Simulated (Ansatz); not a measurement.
Geometry relaxation of C (part 2 of 3)

Continued. System: C (Fmmm, 2 atoms in the cell). Method: DFT PBE, scalar-relativistic, plane waves, PAW, no spin polarisation (Ansatz 0.2.0); cutoff 420 eV, 14×14×14 k-mesh, Gaussian smearing of 0.02 eV. The structure derives from an entry of the Crystallography Open Database.

Geometry of the input (Å; fractional positions):
```
0.0000  2.1270  3.3480
1.2280  0.0000  3.3480
1.2280  2.1270  0.0000
C  0.1667  0.8333  0.1667
C  0.8333  0.1667  0.8333
```

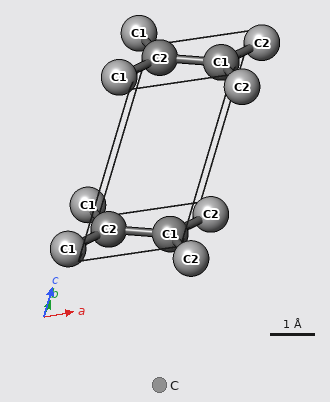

Fig. 1: The geometry at step 14 of the log (ball-and-stick view of the reduced cell, seen at an oblique angle; neighbours outside the cell are drawn fainter; atoms are numbered from 1 in the order of the input).

### Output, continued
```
relax step   5: F+E_penalty+E_count = -501.87680504 eV  Δ(F+E_penalty+E_count) = -1.146e-2 eV  max|allowed force component| = 1.859e-3 eV/Å  Δτ_max = 0.0000 Å  P = +0.708 GPa  Ω = 19.044 Å³  stress off target by 1.54e0 GPa  SCF on the basis re-selected at this cell (its energy is not comparable with the rows above)  (5 SCF iters)
basis re-selected at this cell: Δ(F+E_penalty+E_count) = -1.146e-2 eV, ΔP = +0.727 GPa vs the last step (what re-selecting the basis moved, of the pressure what is left beyond the Pulay correction that the steps carried, after the strain that the cell walked since its last selection, with what the two solves' SCF thresholds leave and, on support functions, any second-order correction that the steps lacked; it is no measure of the basis error at this ecutwfc). The dense FFT grid was sized anew with the basis: this SCF ran on 30×27×18 points, the steps before it on 27×24×18, so part of this shift can come from that change (see relax.cell in the input reference). This SCF's stress stands 1.54e0 GPa from its target on what of the cell is left free (relax.cell.stress_tol is 5.00e-2 GPa) and its largest allowed force component is 1.86e-3 eV/Å (relax.f_tol is 5.00e-3 eV/Å): not within both, so this SCF does not close the relaxation
Crystal: 2 atoms, lattice volume = 19.664 Å³
preconditioner: auto → none  [insulator: Δε(μ)=0.737 eV  Ē_g=18.092 eV  σ=0.020 eV  W_gap=1.00  n_scr=2 (ndim 8)  ℏωp=23.7 eV  f_vac=0.144  D(μ)=0.00/eV (n_scr^D=0)  ε∞_Penn≈2.7]
SCF 6 converged in 5 iterations: F = -501.878718 eV  dr2 = 1.37e-10
relax step   6: F+E_penalty+E_count = -501.87871799 eV  Δ(F+E_penalty+E_count) = -1.913e-3 eV  max|allowed force component| = 3.612e-3 eV/Å  Δτ_max = 0.0001 Å  P = +0.416 GPa  Ω = 19.664 Å³  energy of the carried Pulay correction = -2.468e-3 eV  (5 SCF iters, dr2 threshold 2.00e-7 eV, accepted)
Crystal: 2 atoms, lattice volume = 20.251 Å³
Basis set: ecut = 420 eV, 379 PW (Γ), exchange–correlation on 60×54×36 points (8 copies of the dense FFT grid, shifted against one another)
preconditioner: auto → none  [insulator: Δε(μ)=0.814 eV  Ē_g=18.024 eV  σ=0.020 eV  W_gap=1.00  n_scr=2 (ndim 8)  ℏωp=23.3 eV  f_vac=0.168  D(μ)=0.00/eV (n_scr^D=0)  ε∞_Penn≈2.7]
SCF 7 converged in 5 iterations: F = -501.877338 eV  dr2 = 1.16e-10
relax step   7: F+E_penalty+E_count = -501.87733790 eV  Δ(F+E_penalty+E_count) = +1.380e-3 eV  max|allowed force component| = 4.929e-3 eV/Å  Δτ_max = 0.0000 Å  P = +0.017 GPa  Ω = 20.251 Å³  energy of the carried Pulay correction = -5.261e-3 eV  (5 SCF iters, dr2 threshold 2.00e-7 eV, accepted)
Crystal: 2 atoms, lattice volume = 20.280 Å³
preconditioner: auto → none  [insulator: Δε(μ)=0.822 eV  Ē_g=18.055 eV  σ=0.020 eV  W_gap=1.00  n_scr=2 (ndim 8)  ℏωp=23.3 eV  f_vac=0.156  D(μ)=0.00/eV (n_scr^D=0)  ε∞_Penn≈2.7]
SCF 8 converged in 4 iterations: F = -501.877193 eV  dr2 = 1.04e-11
relax step   8: F+E_penalty+E_count = -501.87719260 eV  Δ(F+E_penalty+E_count) = +1.453e-4 eV  max|allowed force component| = 2.199e-3 eV/Å  Δτ_max = 0.0000 Å  P = -0.001 GPa  Ω = 20.280 Å³  energy of the carried Pulay correction = -5.409e-3 eV  (4 SCF iters, accepted)
Basis set: ecut = 420 eV, 379 PW (Γ), exchange–correlation on 60×60×36 points (8 copies of the dense FFT grid, shifted against one another)
preconditioner: auto → none  [insulator: Δε(μ)=0.825 eV  Ē_g=18.056 eV  σ=0.020 eV  W_gap=1.00  n_scr=2 (ndim 8)  ℏωp=23.3 eV  f_vac=0.152  D(μ)=0.00/eV (n_scr^D=0)  ε∞_Penn≈2.7]
SCF 9 converged in 5 iterations: F = -501.884653 eV  dr2 = 5.62e-13
relax step   9: F+E_penalty+E_count = -501.88465263 eV  Δ(F+E_penalty+E_count) = -7.460e-3 eV  max|allowed force component| = 2.413e-3 eV/Å  Δτ_max = 0.0000 Å  P = +0.161 GPa  Ω = 20.280 Å³  stress off target by 6.29e-1 GPa  SCF on the basis re-selected at this cell (its energy is not comparable with the rows above)  (5 SCF iters)
basis re-selected at this cell: Δ(F+E_penalty+E_count) = -7.460e-3 eV, ΔP = +0.161 GPa vs the last step (what re-selecting the basis moved, of the pressure what is left beyond the Pulay correction that the steps carried, after the strain that the cell walked since its last selection, with what the two solves' SCF thresholds leave and, on support functions, any second-order correction that the steps lacked; it is no measure of the basis error at this ecutwfc). The dense FFT grid was sized anew with the basis: this SCF ran on 30×30×18 points, the steps before it on 30×27×18, so part of this shift can come from that change (see relax.cell in the input reference). This SCF's stress stands 6.29e-1 GPa from its target on what of the cell is left free (relax.cell.stress_tol is 5.00e-2 GPa) and its largest allowed force component is 2.41e-3 eV/Å (relax.f_tol is 5.00e-3 eV/Å): not within both, so this SCF does not close the relaxation
Crystal: 2 atoms, lattice volume = 20.864 Å³
Basis set: ecut = 420 eV, 387 PW (Γ), exchange–correlation on 60×60×36 points (8 copies of the dense FFT grid, shifted against one another)
preconditioner: auto → none  [insulator: Δε(μ)=0.888 eV  Ē_g=17.964 eV  σ=0.020 eV  W_gap=1.00  n_scr=2 (ndim 8)  ℏωp=23.0 eV  f_vac=0.196  D(μ)=0.00/eV (n_scr^D=0)  ε∞_Penn≈2.6]
SCF 10 converged in 5 iterations: F = -501.884025 eV  dr2 = 1.11e-10
relax step  10: F+E_penalty+E_count = -501.88402529 eV  Δ(F+E_penalty+E_count) = +6.273e-4 eV  max|allowed force component| = 1.820e-3 eV/Å  Δτ_max = 0.0000 Å  P = +0.033 GPa  Ω = 20.864 Å³  energy of the carried Pulay correction = -2.107e-3 eV  (5 SCF iters, dr2 threshold 2.00e-7 eV, accepted)
Crystal: 2 atoms, lattice volume = 21.105 Å³
preconditioner: auto → none  [insulator: Δε(μ)=0.916 eV  Ē_g=17.965 eV  σ=0.020 eV  W_gap=1.00  n_scr=2 (ndim 8)  ℏωp=22.9 eV  f_vac=0.196  D(μ)=0.00/eV (n_scr^D=0)  ε∞_Penn≈2.6]
SCF 11 converged in 4 iterations: F = -501.883180 eV  dr2 = 7.83e-10
relax step  11: F+E_penalty+E_count = -501.88318000 eV  Δ(F+E_penalty+E_count) = +8.453e-4 eV  max|allowed force component| = 1.195e-3 eV/Å  Δτ_max = 0.0000 Å  P = -0.007 GPa  Ω = 21.105 Å³  energy of the carried Pulay correction = -3.088e-3 eV  (4 SCF iters, dr2 threshold 8.49e-8 eV, accepted)
Basis set: ecut = 420 eV, 387 PW (Γ), exchange–correlation on 64×60×36 points (8 copies of the dense FFT grid, shifted against one another)
preconditioner: auto → none  [insulator: Δε(μ)=0.916 eV  Ē_g=17.980 eV  σ=0.020 eV  W_gap=1.00  n_scr=2 (ndim 8)  ℏωp=22.9 eV  f_vac=0.191  D(μ)=0.00/eV (n_scr^D=0)  ε∞_Penn≈2.6]
SCF 12 converged in 5 iterations: F = -501.886989 eV  dr2 = 2.13e-13
relax step  12: F+E_penalty+E_count = -501.88698859 eV  Δ(F+E_penalty+E_count) = -3.809e-3 eV  max|allowed force component| = 1.228e-3 eV/Å  Δτ_max = 0.0000 Å  P = +0.070 GPa  Ω = 21.105 Å³  stress off target by 3.13e-1 GPa  SCF on the basis re-selected at this cell (its energy is not comparable with the rows above)  (5 SCF iters)
basis re-selected at this cell: Δ(F+E_penalty+E_count) = -3.809e-3 eV, ΔP = +0.077 GPa vs the last step (what re-selecting the basis moved, of the pressure what is left beyond the Pulay correction that the steps carried, after the strain that the cell walked since its last selection, with what the two solves' SCF thresholds leave and, on support functions, any second-order correction that the steps lacked; it is no measure of the basis error at this ecutwfc). The dense FFT grid was sized anew with the basis: this SCF ran on 32×30×18 points, the steps before it on 30×30×18, so part of this shift can come from that change (see relax.cell in the input reference). This SCF's stress stands 3.13e-1 GPa from its target on what of the cell is left free (relax.cell.stress_tol is 5.00e-2 GPa) and its largest allowed force component is 1.23e-3 eV/Å (relax.f_tol is 5.00e-3 eV/Å): not within both, so this SCF does not close the relaxation
Crystal: 2 atoms, lattice volume = 21.500 Å³
Basis set: ecut = 420 eV, 411 PW (Γ), exchange–correlation on 64×60×36 points (8 copies of the dense FFT grid, shifted against one another)
preconditioner: auto → none  [insulator: Δε(μ)=0.950 eV  Ē_g=17.921 eV  σ=0.020 eV  W_gap=1.00  n_scr=2 (ndim 8)  ℏωp=22.7 eV  f_vac=0.213  D(μ)=0.00/eV (n_scr^D=0)  ε∞_Penn≈2.6]
SCF 13 converged in 4 iterations: F = -501.886158 eV  dr2 = 2.51e-9
relax step  13: F+E_penalty+E_count = -501.88615848 eV  Δ(F+E_penalty+E_count) = +8.301e-4 eV  max|allowed force component| = 1.314e-4 eV/Å  Δτ_max = 0.0000 Å  P = +0.028 GPa  Ω = 21.500 Å³  energy of the carried Pulay correction = -1.332e-3 eV  (4 SCF iters, dr2 threshold 2.00e-7 eV, accepted)
Crystal: 2 atoms, lattice volume = 21.661 Å³
Basis set: ecut = 420 eV, 415 PW (Γ), exchange–correlation on 64×60×36 points (8 copies of the dense FFT grid, shifted against one another)
preconditioner: auto → none  [insulator: Δε(μ)=0.964 eV  Ē_g=17.924 eV  σ=0.020 eV  W_gap=1.00  n_scr=2 (ndim 8)  ℏωp=22.6 eV  f_vac=0.214  D(μ)=0.00/eV (n_scr^D=0)  ε∞_Penn≈2.6]
SCF 14 converged in 5 iterations: F = -501.885617 eV  dr2 = 9.82e-12
relax step  14: F+E_penalty+E_count = -501.88561660 eV  Δ(F+E_penalty+E_count) = +5.419e-4 eV  max|allowed force component| = 1.734e-4 eV/Å  Δτ_max = 0.0000 Å  P = +0.001 GPa  Ω = 21.661 Å³  energy of the carried Pulay correction = -1.917e-3 eV  (5 SCF iters, accepted)
preconditioner: auto → none  [insulator: Δε(μ)=0.965 eV  Ē_g=17.934 eV  σ=0.020 eV  W_gap=1.00  n_scr=2 (ndim 8)  ℏωp=22.6 eV  f_vac=0.212  D(μ)=0.00/eV (n_scr^D=0)  ε∞_Penn≈2.6]
SCF 15 converged in 5 iterations: F = -501.887860 eV  dr2 = 6.89e-14
relax step  15: F+E_penalty+E_count = -501.88786045 eV  Δ(F+E_penalty+E_count) = -2.244e-3 eV  max|allowed force component| = 1.137e-4 eV/Å  Δτ_max = 0.0000 Å  P = +0.044 GPa  Ω = 21.661 Å³  stress off target by 1.82e-1 GPa  SCF on the basis re-selected at this cell (its energy is not comparable with the rows above)  (5 SCF iters)
basis re-selected at this cell: Δ(F+E_penalty+E_count) = -2.244e-3 eV, ΔP = +0.044 GPa vs the last step (what re-selecting the basis moved, of the pressure what is left beyond the Pulay correction that the steps carried, after the strain that the cell walked since its last selection, with what the two solves' SCF thresholds leave and, on support functions, any second-order correction that the steps lacked; it is no measure of the basis error at this ecutwfc). This SCF's stress stands 1.82e-1 GPa from its target on what of the cell is left free (relax.cell.stress_tol is 5.00e-2 GPa) and its largest allowed force component is 1.14e-4 eV/Å (relax.f_tol is 5.00e-3 eV/Å): not within both, so this SCF does not close the relaxation
Crystal: 2 atoms, lattice volume = 21.972 Å³
preconditioner: auto → none  [insulator: Δε(μ)=0.987 eV  Ē_g=17.887 eV  σ=0.020 eV  W_gap=1.00  n_scr=2 (ndim 8)  ℏωp=22.4 eV  f_vac=0.226  D(μ)=0.00/eV (n_scr^D=0)  ε∞_Penn≈2.6]
the search or the solves at the SCF's close seem to have found levels that the self-consistency loop had missed (the run counts 1). By its estimate they hold under 1e-12 electrons; where the run keeps them, the occupations were computed again with them
SCF 16 converged in 4 iterations: F = -501.887068 eV  dr2 = 1.70e-9
relax step  16: F+E_penalty+E_count = -501.88706759 eV  Δ(F+E_penalty+E_count) = +7.929e-4 eV  max|allowed force component| = 4.527e-4 eV/Å  Δτ_max = 0.0000 Å  P = +0.009 GPa  Ω = 21.972 Å³  energy of the carried Pulay correction = -1.007e-3 eV  (4 SCF iters, dr2 threshold 8.24e-8 eV, accepted)
Crystal: 2 atoms, lattice volume = 22.053 Å³
preconditioner: auto → none  [insulator: Δε(μ)=0.995 eV  Ē_g=17.897 eV  σ=0.020 eV  W_gap=1.00  n_scr=2 (ndim 8)  ℏωp=22.4 eV  f_vac=0.225  D(μ)=0.00/eV (n_scr^D=0)  ε∞_Penn≈2.6]
SCF 17 converged in 5 iterations: F = -501.886799 eV  dr2 = 2.96e-12
relax step  17: F+E_penalty+E_count = -501.88679862 eV  Δ(F+E_penalty+E_count) = +2.690e-4 eV  max|allowed force component| = 3.343e-4 eV/Å  Δτ_max = 0.0000 Å  P = -0.000 GPa  Ω = 22.053 Å³  energy of the carried Pulay correction = -1.285e-3 eV  (5 SCF iters, accepted)
preconditioner: auto → none  [insulator: Δε(μ)=0.996 eV  Ē_g=17.903 eV  σ=0.020 eV  W_gap=1.00  n_scr=2 (ndim 8)  ℏωp=22.4 eV  f_vac=0.223  D(μ)=0.00/eV (n_scr^D=0)  ε∞_Penn≈2.6]
SCF 18 converged in 4 iterations: F = -501.888222 eV  dr2 = 1.39e-11
relax step  18: F+E_penalty+E_count = -501.88822152 eV  Δ(F+E_penalty+E_count) = -1.423e-3 eV  max|allowed force component| = 3.443e-4 eV/Å  Δτ_max = 0.0000 Å  P = +0.026 GPa  Ω = 22.053 Å³  stress off target by 1.15e-1 GPa  SCF on the basis re-selected at this cell (its energy is not comparable with the rows above)  (4 SCF iters)
basis re-selected at this cell: Δ(F+E_penalty+E_count) = -1.423e-3 eV, ΔP = +0.027 GPa vs the last step (what re-selecting the basis moved, of the pressure what is left beyond the Pulay correction that the steps carried, after the strain that the cell walked since its last selection, with what the two solves' SCF thresholds leave and, on support functions, any second-order correction that the steps lacked; it is no measure of the basis error at this ecutwfc). This SCF's stress stands 1.15e-1 GPa from its target on what of the cell is left free (relax.cell.stress_tol is 5.00e-2 GPa) and its largest allowed force component is 3.44e-4 eV/Å (relax.f_tol is 5.00e-3 eV/Å): not within both, so this SCF does not close the relaxation
Crystal: 2 atoms, lattice volume = 22.293 Å³
Basis set: ecut = 420 eV, 417 PW (Γ), exchange–correlation on 64×60×36 points (8 copies of the dense FFT grid, shifted against one another)
preconditioner: auto → none  [insulator: Δε(μ)=1.011 eV  Ē_g=17.866 eV  σ=0.020 eV  W_gap=1.00  n_scr=2 (ndim 8)  ℏωp=22.2 eV  f_vac=0.234  D(μ)=0.00/eV (n_scr^D=0)  ε∞_Penn≈2.6]
SCF 19 converged in 5 iterations: F = -501.887561 eV  dr2 = 2.15e-11
relax step  19: F+E_penalty+E_count = -501.88756063 eV  Δ(F+E_penalty+E_count) = +6.609e-4 eV  max|allowed force component| = 1.549e-5 eV/Å  Δτ_max = 0.0000 Å  P = +0.004 GPa  Ω = 22.293 Å³  energy of the carried Pulay correction = -7.614e-4 eV  (5 SCF iters, dr2 threshold 3.32e-8 eV, accepted)
Crystal: 2 atoms, lattice volume = 22.336 Å³
preconditioner: auto → none  [insulator: Δε(μ)=1.015 eV  Ē_g=17.877 eV  σ=0.020 eV  W_gap=1.00  n_scr=2 (ndim 8)  ℏωp=22.2 eV  f_vac=0.232  D(μ)=0.00/eV (n_scr^D=0)  ε∞_Penn≈2.5]
SCF 20 converged in 5 iterations: F = -501.887421 eV  dr2 = 8.49e-13
relax step  20: F+E_penalty+E_count = -501.88742061 eV  Δ(F+E_penalty+E_count) = +1.400e-4 eV  max|allowed force component| = 2.281e-5 eV/Å  Δτ_max = 0.0000 Å  P = -0.000 GPa  Ω = 22.336 Å³  energy of the carried Pulay correction = -9.037e-4 eV  (5 SCF iters, accepted)
preconditioner: auto → none  [insulator: Δε(μ)=1.015 eV  Ē_g=17.880 eV  σ=0.020 eV  W_gap=1.00  n_scr=2 (ndim 8)  ℏωp=22.2 eV  f_vac=0.231  D(μ)=0.00/eV (n_scr^D=0)  ε∞_Penn≈2.5]
SCF 21 converged in 4 iterations: F = -501.888390 eV  dr2 = 8.64e-12
relax step  21: F+E_penalty+E_count = -501.88839028 eV  Δ(F+E_penalty+E_count) = -9.697e-4 eV  max|allowed force component| = 4.991e-5 eV/Å  Δτ_max = 0.0000 Å  P = +0.017 GPa  Ω = 22.336 Å³  stress off target by 7.64e-2 GPa  SCF on the basis re-selected at this cell (its energy is not comparable with the rows above)  (4 SCF iters)
basis re-selected at this cell: Δ(F+E_penalty+E_count) = -9.697e-4 eV, ΔP = +0.017 GPa vs the last step (what re-selecting the basis moved, of the pressure what is left beyond the Pulay correction that the steps carried, after the strain that the cell walked since its last selection, with what the two solves' SCF thresholds leave and, on support functions, any second-order correction that the steps lacked; it is no measure of the basis error at this ecutwfc). This SCF's stress stands 7.64e-2 GPa from its target on what of the cell is left free (relax.cell.stress_tol is 5.00e-2 GPa) and its largest allowed force component is 4.99e-5 eV/Å (relax.f_tol is 5.00e-3 eV/Å): not within both, so this SCF does not close the relaxation
Crystal: 2 atoms, lattice volume = 22.517 Å³
preconditioner: auto → none  [insulator: Δε(μ)=1.026 eV  Ē_g=17.853 eV  σ=0.020 eV  W_gap=1.00  n_scr=2 (ndim 8)  ℏωp=22.1 eV  f_vac=0.240  D(μ)=0.00/eV (n_scr^D=0)  ε∞_Penn≈2.5]
SCF 22 converged in 5 iterations: F = -501.887878 eV  dr2 = 1.21e-11
relax step  22: F+E_penalty+E_count = -501.88787758 eV  Δ(F+E_penalty+E_count) = +5.127e-4 eV  max|allowed force component| = 8.509e-5 eV/Å  Δτ_max = 0.0000 Å  P = +0.002 GPa  Ω = 22.517 Å³  energy of the carried Pulay correction = -5.615e-4 eV  (5 SCF iters, accepted)
preconditioner: auto → none  [insulator: Δε(μ)=1.028 eV  Ē_g=17.866 eV  σ=0.020 eV  W_gap=1.00  n_scr=2 (ndim 8)  ℏωp=22.1 eV  f_vac=0.237  D(μ)=0.00/eV (n_scr^D=0)  ε∞_Penn≈2.5]
SCF 23 converged in 4 iterations: F = -501.888464 eV  dr2 = 4.00e-12
```
